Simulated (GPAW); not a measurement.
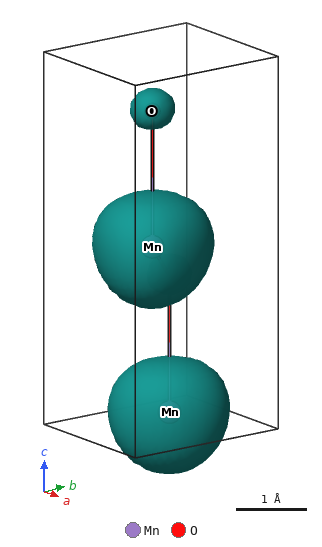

Figure. MnO. Isosurface of the spin density (up minus down) at +0.3 e/Å³ (teal), seen slightly off an axis. Sticks mark near contacts.

Space group P6₃mc; not relaxed (largest force 0.7 eV/Å); computed pressure about 8 GPa in this cell; spin-polarised.

Method: Kohn-Sham DFT of a periodic cell, PBE, GPAW PAW data sets (gpaw-data 1.2.1) in GPAW 26.7.0.

Q: Where is the spin, and how is it ordered?

A: The spin density sits on Mn: +4.3 μB (×2) in one cell of 4 atoms, with smaller moments on other sites: O (up to +0.17 μB): parallel main moments (a ferromagnetic arrangement) in this solution. The cell of the calculation (4 atoms) carries 10.0 μB of net spin moment.
